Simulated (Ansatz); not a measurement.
System: MoSe₂.

How it was computed, with Ansatz 0.2.0: relaxed lattice of one prototype by several density functionals, zero stress, symmetry kept, spin-unpolarised plane waves.

prototype 2H (MoS2) bulk; atoms in cell 6; periodic directions 3.

What does the calculation give for the volume per atom by functional? The cases: PBE-D4; r2SCAN+rVV10; PBE-D3(BJ).

PBE-D3(BJ) gives 19.738 Å³, PBE-D4 19.893 Å³ and r2SCAN+rVV10 20.639 Å³.

```csv
functional,volume per atom (Å³),lattice constant a (Å),lattice constant c (Å)
PBE-D4,19.893,3.281,12.802
r2SCAN+rVV10,20.639,3.305,13.088
PBE-D3(BJ),19.738,3.277,12.734
```

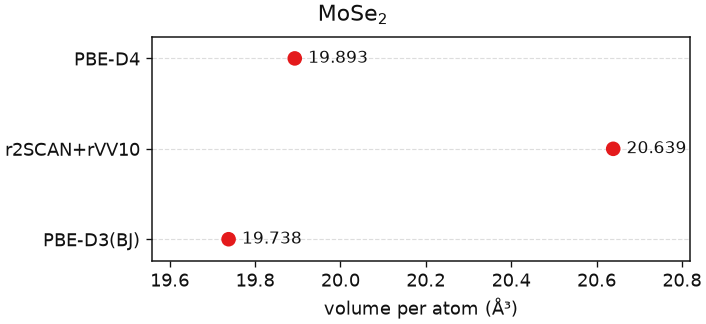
